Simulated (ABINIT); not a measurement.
# Run report: SnSe, phonon calculation (part 2 of 3)

The same run, continued: SnSe (2 atoms in the cell); Kohn-Sham DFT of a periodic cell, LDA, PseudoDojo NC SR LDA v0.4.1 standard, no spin polarisation (ABINIT 10.8.3); cutoff 1088.46 eV, 4×4×4 k-mesh, fixed occupations. The structure derives from an entry of the Crystallography Open Database.

Geometry of the input (Å; fractional positions):
```
0.0000  3.0100  3.0100
3.0100  0.0000  3.0100
3.0100  3.0100  0.0000
Sn 0.0000  0.0000  0.0000
Se 0.5000  0.5000  0.5000
```

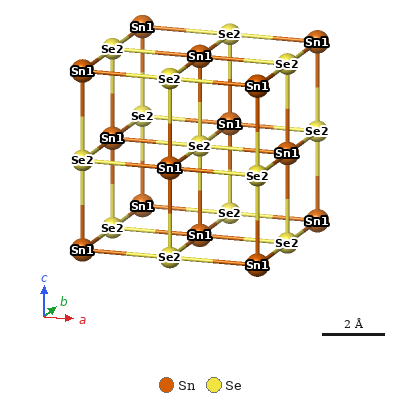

The input geometry (ball-and-stick view of the cell 4 times as large as that of the calculation, set on its symmetry axes, seen slightly off an axis; atoms are numbered from 1 in the order of the input). An atom can appear more than once, as a periodic image.

## Output, continued
```
 cartesian coordinates (angstrom) at end:
    1      0.00000000000000     0.00000000000000     0.00000000000000
    2      3.00999999801685     3.00999999801685     3.00999999801685

 cartesian forces (hartree/bohr) at end:
    1     -0.00000000000000    -0.00000000000000    -0.00000000000000
    2     -0.00000000000000    -0.00000000000000    -0.00000000000000
 frms,max,avg= 0.0000000E+00 0.0000000E+00   0.000E+00  0.000E+00  0.000E+00 h/b

 cartesian forces (eV/Angstrom) at end:
    1     -0.00000000000000    -0.00000000000000    -0.00000000000000
    2     -0.00000000000000    -0.00000000000000    -0.00000000000000
 frms,max,avg= 0.0000000E+00 0.0000000E+00   0.000E+00  0.000E+00  0.000E+00 e/A
 length scales=  8.044153707000  8.044153707000  8.044153707000 bohr
              =  4.256782819857  4.256782819857  4.256782819857 angstroms
 Fermi (or HOMO) energy (hartree) =   0.16076   Average Vxc (hartree)=  -0.38174
 Eigenvalues (hartree) for nkpt=  10  k points:
 kpt#   1, nband= 15, wtk=  0.09375, kpt= -0.1250 -0.2500  0.0000 (reduced coord)
  -1.58637   -1.58637   -1.58632   -1.58632   -1.58632   -0.61887   -0.61864   -0.61864
  -0.61840   -0.61835   -0.32593   -0.06954    0.07629    0.07941    0.14182
 prteigrs : prtvol=0 or 1, do not print more k-points.

--- !EnergyTerms
iteration_state     : {dtset: 1, }
comment             : Components of total free energy in Hartree
kinetic             :  1.25093404373745E+02
hartree             :  5.37258336287910E+01
xc                  : -4.55310796712148E+01
Ewald energy        : -1.12540609254987E+02
psp_core            :  4.96034372123410E+00
local_psp           : -1.52332040382433E+02
non_local_psp       : -7.31675175790142E+01
total_energy        : -1.99791665163879E+02
total_energy_eV     : -5.43660816950201E+03
band_energy         : -2.24082325905968E+01
...

 Cartesian components of stress tensor (hartree/bohr^3)
  sigma(1 1)=  1.14166796E-04  sigma(3 2)=  0.00000000E+00
  sigma(2 2)=  1.14166796E-04  sigma(3 1)=  0.00000000E+00
  sigma(3 3)=  1.14166796E-04  sigma(2 1)=  0.00000000E+00

-Cartesian components of stress tensor (GPa)         [Pressure= -3.3589E+00 GPa]
- sigma(1 1)=  3.35890312E+00  sigma(3 2)=  0.00000000E+00
- sigma(2 2)=  3.35890312E+00  sigma(3 1)=  0.00000000E+00
- sigma(3 3)=  3.35890312E+00  sigma(2 1)=  0.00000000E+00

================================================================================
== DATASET  2 ==================================================================

--- !DatasetInfo
iteration_state: {dtset: 2, }
dimensions: {natom: 2, nkpt: 128, mband: 15, nsppol: 1, nspinor: 1, nspden: 1, mpw: 4468, }
cutoff_energies: {ecut:  40.0, pawecutdg:  -1.0, }
electrons: {nelect:   3.00000000E+01, charge:   0.00000000E+00, occopt:   1.00000000E+00, tsmear:   1.00000000E-02, }
meta: {optdriver: 1, rfelfd: 2, }
...

 mkfilename : getwfk/=0, take file _WFK from output of DATASET   1.

 Exchange-correlation functional for the present dataset will be:
  LDA: Perdew-Wang 92 LSD fit to Ceperley-Alder data - ixc=7
  J.P.Perdew and Y.Wang, PRB 45, 13244 (1992)

 Real(R)+Recip(G) space primitive vectors, cartesian coordinates (Bohr,Bohr^-1):
 R(1)=  0.0000000  5.6880756  5.6880756  G(1)= -0.0879032  0.0879032  0.0879032
 R(2)=  5.6880756  0.0000000  5.6880756  G(2)=  0.0879032 -0.0879032  0.0879032
 R(3)=  5.6880756  5.6880756  0.0000000  G(3)=  0.0879032  0.0879032 -0.0879032
 Unit cell volume ucvol=  3.6806632E+02 bohr^3
 Angles (23,13,12)=  6.00000000E+01  6.00000000E+01  6.00000000E+01 degrees
 setup1 : take into account q-point for computing boxcut.

 getcut: wavevector=  0.0000  0.0000  0.0000  ngfft=  48  48  48
         ecut(hartree)=     40.000   => boxcut(ratio)=   2.09588
--------------------------------------------------------------------------------

 ==>  initialize data related to q vector <==

 The list of irreducible perturbations for this q vector is:
    1)    idir= 1    ipert=   3
    2)    idir= 2    ipert=   3
    3)    idir= 3    ipert=   3

================================================================================

--------------------------------------------------------------------------------
 Perturbation wavevector (in red.coord.)   0.000000  0.000000  0.000000
 Perturbation : derivative vs k along direction   1
 The set of symmetries contains only one element for this perturbation.
 symkpt : not enough symmetry to change the number of k points.

--------------------------------------------------------------------------------

--------------------------------------------------------------------------------

 Initialisation of the first-order wave-functions :
  ireadwf=   0

--- !BeginCycle
iteration_state: {dtset: 2, }
solver: {iscf: -3, nstep: 80, nline: 4, wfoptalg: 0, }
tolerances: {tolwfr: 1.00E-18, }
...

     iter   2DEtotal(Ha)        deltaE(Ha) residm    vres2
-ETOT  1  -66.483371069261     -6.648E+01 6.723E-01 0.000E+00
 ETOT  2  -66.605724195742     -1.224E-01 3.282E-02 0.000E+00
 ETOT  3  -66.609285267039     -3.561E-03 2.760E-03 0.000E+00
 ETOT  4  -66.609626318320     -3.411E-04 6.107E-04 0.000E+00
 ETOT  5  -66.609668001628     -4.168E-05 4.583E-05 0.000E+00
 ETOT  6  -66.609673671110     -5.669E-06 1.505E-05 0.000E+00
 ETOT  7  -66.609674490089     -8.190E-07 1.131E-06 0.000E+00
 ETOT  8  -66.609674612648     -1.226E-07 4.003E-07 0.000E+00
 ETOT  9  -66.609674631427     -1.878E-08 2.998E-08 0.000E+00
 ETOT 10  -66.609674634346     -2.919E-09 1.077E-08 0.000E+00
 ETOT 11  -66.609674634804     -4.584E-10 8.087E-10 0.000E+00
 ETOT 12  -66.609674634877     -7.239E-11 2.880E-10 0.000E+00
 ETOT 13  -66.609674634888     -1.148E-11 2.171E-11 0.000E+00
 ETOT 14  -66.609674634890     -1.833E-12 7.630E-12 0.000E+00
 ETOT 15  -66.609674634890     -2.984E-13 5.769E-13 0.000E+00
 ETOT 16  -66.609674634890     -5.684E-14 2.004E-13 0.000E+00
 ETOT 17  -66.609674634890      4.263E-14 1.519E-14 0.000E+00
 ETOT 18  -66.609674634890      1.421E-14 5.231E-15 0.000E+00
 ETOT 19  -66.609674634890      0.000E+00 3.973E-16 0.000E+00
 ETOT 20  -66.609674634890     -2.842E-14 1.359E-16 0.000E+00
 ETOT 21  -66.609674634890      2.842E-14 1.033E-17 0.000E+00
 ETOT 22  -66.609674634890     -1.421E-14 3.517E-18 0.000E+00
 ETOT 23  -66.609674634890      0.000E+00 9.962E-19 0.000E+00

 At SCF step   23   max residual=  9.96E-19 < tolwfr=  1.00E-18 =>converged.
================================================================================

 ----iterations are completed or convergence reached----

 Mean square residual over all n,k,spin=   54.585E-20; max=  99.624E-20
 dfpt_looppert : ek2=    5.4908745969E+01
          f-sum rule ratio=    9.7710360531E-01
 Expectation of eigenvalue derivatives (hartree) for nkpt= 128  k points:
  (in case of degenerate eigenvalues, averaged derivative)
 kpt#   1, nband= 15, wtk=  0.00781, kpt= -0.1250 -0.2500  0.0000 (reduced coord)
  -0.00000   -0.00000    0.00000   -0.00001   -0.00001    0.00136    0.00102   -0.00145
  -0.00067   -0.00023   -0.02074   -0.05448    0.14171    0.19366    0.07691
 prteigrs : prtvol=0 or 1, do not print more k-points.

 2DEtotal=   -0.6660967463E+02 Ha. Also 2DEtotal=   -0.181254158421E+04 eV
    (  non-var. 2DEtotal :   -6.6609674632E+01 Ha)

--------------------------------------------------------------------------------
 Perturbation wavevector (in red.coord.)   0.000000  0.000000  0.000000
 Perturbation : derivative vs k along direction   2
 The set of symmetries contains only one element for this perturbation.
 symkpt : not enough symmetry to change the number of k points.

--------------------------------------------------------------------------------

--------------------------------------------------------------------------------

 Initialisation of the first-order wave-functions :
  ireadwf=   0

--- !BeginCycle
iteration_state: {dtset: 2, }
solver: {iscf: -3, nstep: 80, nline: 4, wfoptalg: 0, }
tolerances: {tolwfr: 1.00E-18, }
...

     iter   2DEtotal(Ha)        deltaE(Ha) residm    vres2
-ETOT  1  -66.483371069109     -6.648E+01 6.723E-01 0.000E+00
 ETOT  2  -66.605724195590     -1.224E-01 3.282E-02 0.000E+00
 ETOT  3  -66.609285266888     -3.561E-03 2.760E-03 0.000E+00
 ETOT  4  -66.609626318168     -3.411E-04 6.107E-04 0.000E+00
 ETOT  5  -66.609668001476     -4.168E-05 4.583E-05 0.000E+00
 ETOT  6  -66.609673670958     -5.669E-06 1.505E-05 0.000E+00
 ETOT  7  -66.609674489938     -8.190E-07 1.131E-06 0.000E+00
 ETOT  8  -66.609674612496     -1.226E-07 4.003E-07 0.000E+00
 ETOT  9  -66.609674631275     -1.878E-08 2.998E-08 0.000E+00
 ETOT 10  -66.609674634194     -2.919E-09 1.077E-08 0.000E+00
 ETOT 11  -66.609674634653     -4.583E-10 8.087E-10 0.000E+00
 ETOT 12  -66.609674634725     -7.235E-11 2.880E-10 0.000E+00
 ETOT 13  -66.609674634736     -1.153E-11 2.171E-11 0.000E+00
 ETOT 14  -66.609674634738     -1.805E-12 7.630E-12 0.000E+00
 ETOT 15  -66.609674634738     -2.842E-13 5.769E-13 0.000E+00
 ETOT 16  -66.609674634739     -4.263E-14 2.004E-13 0.000E+00
 ETOT 17  -66.609674634739     -5.684E-14 1.519E-14 0.000E+00
 ETOT 18  -66.609674634738      9.948E-14 5.231E-15 0.000E+00
 ETOT 19  -66.609674634738     -1.421E-14 3.973E-16 0.000E+00
 ETOT 20  -66.609674634739     -1.421E-14 1.359E-16 0.000E+00
 ETOT 21  -66.609674634739      0.000E+00 1.033E-17 0.000E+00
 ETOT 22  -66.609674634739      0.000E+00 3.517E-18 0.000E+00
 ETOT 23  -66.609674634738      1.421E-14 9.946E-19 0.000E+00

 At SCF step   23   max residual=  9.95E-19 < tolwfr=  1.00E-18 =>converged.
================================================================================

 ----iterations are completed or convergence reached----

 Mean square residual over all n,k,spin=   54.359E-20; max=  99.457E-20
 dfpt_looppert : ek2=    5.4908745969E+01
          f-sum rule ratio=    9.7710360529E-01
 Expectation of eigenvalue derivatives (hartree) for nkpt= 128  k points:
  (in case of degenerate eigenvalues, averaged derivative)
 kpt#   1, nband= 15, wtk=  0.00781, kpt= -0.1250 -0.2500  0.0000 (reduced coord)
  -0.00000   -0.00000   -0.00000   -0.00001   -0.00001    0.00106   -0.00039    0.00073
  -0.00098   -0.00157   -0.09109    0.25605    0.02033   -0.00519   -0.01119
 prteigrs : prtvol=0 or 1, do not print more k-points.

 2DEtotal=   -0.6660967463E+02 Ha. Also 2DEtotal=   -0.181254158420E+04 eV
    (  non-var. 2DEtotal :   -6.6609674632E+01 Ha)

--------------------------------------------------------------------------------
 Perturbation wavevector (in red.coord.)   0.000000  0.000000  0.000000
 Perturbation : derivative vs k along direction   3
 The set of symmetries contains only one element for this perturbation.
 symkpt : not enough symmetry to change the number of k points.

--------------------------------------------------------------------------------

--------------------------------------------------------------------------------

 Initialisation of the first-order wave-functions :
  ireadwf=   0

--- !BeginCycle
iteration_state: {dtset: 2, }
solver: {iscf: -3, nstep: 80, nline: 4, wfoptalg: 0, }
tolerances: {tolwfr: 1.00E-18, }
...

     iter   2DEtotal(Ha)        deltaE(Ha) residm    vres2
-ETOT  1  -66.483371068956     -6.648E+01 6.723E-01 0.000E+00
 ETOT  2  -66.605724195438     -1.224E-01 3.282E-02 0.000E+00
 ETOT  3  -66.609285266736     -3.561E-03 2.760E-03 0.000E+00
 ETOT  4  -66.609626318016     -3.411E-04 6.107E-04 0.000E+00
 ETOT  5  -66.609668001325     -4.168E-05 4.583E-05 0.000E+00
 ETOT  6  -66.609673670806     -5.669E-06 1.505E-05 0.000E+00
 ETOT  7  -66.609674489786     -8.190E-07 1.131E-06 0.000E+00
 ETOT  8  -66.609674612344     -1.226E-07 4.003E-07 0.000E+00
 ETOT  9  -66.609674631123     -1.878E-08 2.998E-08 0.000E+00
 ETOT 10  -66.609674634042     -2.919E-09 1.077E-08 0.000E+00
 ETOT 11  -66.609674634500     -4.583E-10 8.087E-10 0.000E+00
 ETOT 12  -66.609674634573     -7.240E-11 2.880E-10 0.000E+00
 ETOT 13  -66.609674634584     -1.147E-11 2.171E-11 0.000E+00
 ETOT 14  -66.609674634586     -1.791E-12 7.630E-12 0.000E+00
 ETOT 15  -66.609674634587     -3.553E-13 5.769E-13 0.000E+00
 ETOT 16  -66.609674634587     -4.263E-14 2.004E-13 0.000E+00
 ETOT 17  -66.609674634587      0.000E+00 1.519E-14 0.000E+00
 ETOT 18  -66.609674634587      0.000E+00 5.231E-15 0.000E+00
 ETOT 19  -66.609674634587      0.000E+00 3.973E-16 0.000E+00
 ETOT 20  -66.609674634587      0.000E+00 1.359E-16 0.000E+00
 ETOT 21  -66.609674634587     -1.421E-14 1.033E-17 0.000E+00
 ETOT 22  -66.609674634587      1.421E-14 3.517E-18 0.000E+00
 ETOT 23  -66.609674634587      0.000E+00 9.963E-19 0.000E+00

 At SCF step   23   max residual=  9.96E-19 < tolwfr=  1.00E-18 =>converged.
================================================================================

 ----iterations are completed or convergence reached----

 Mean square residual over all n,k,spin=   54.559E-20; max=  99.627E-20
 dfpt_looppert : ek2=    5.4908745969E+01
          f-sum rule ratio=    9.7710360527E-01
 Expectation of eigenvalue derivatives (hartree) for nkpt= 128  k points:
  (in case of degenerate eigenvalues, averaged derivative)
 kpt#   1, nband= 15, wtk=  0.00781, kpt= -0.1250 -0.2500  0.0000 (reduced coord)
   0.00000    0.00000   -0.00000    0.00001    0.00001   -0.00121   -0.00031    0.00036
   0.00082    0.00090    0.05591   -0.10079   -0.08102   -0.09423   -0.03286
 prteigrs : prtvol=0 or 1, do not print more k-points.

 2DEtotal=   -0.6660967463E+02 Ha. Also 2DEtotal=   -0.181254158420E+04 eV
    (  non-var. 2DEtotal :   -6.6609674632E+01 Ha)
================================================================================

 ---- first-order wavefunction calculations are completed ----
```
